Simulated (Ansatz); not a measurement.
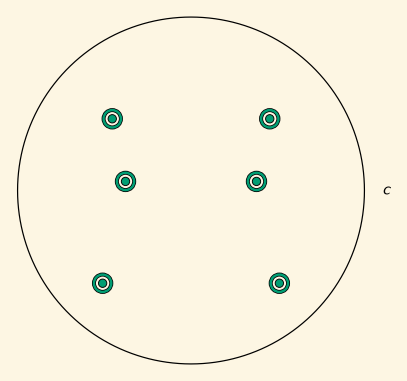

Stereographic projection: filled dots lie in the upper hemisphere, open rings in the lower. The a axis points at the viewer. The poles are all faces of one general form. Computed from the symmetry operations of a computed or model structure of composition TaN.

### Name the crystal class.

-6m2 (D3h), order 12, hexagonal system: one −6 axis, three twofold axes, four mirror planes.

### Which physical properties does it allow?

It is not centrosymmetric; not polar, but piezoelectricity is allowed; it is not chiral.
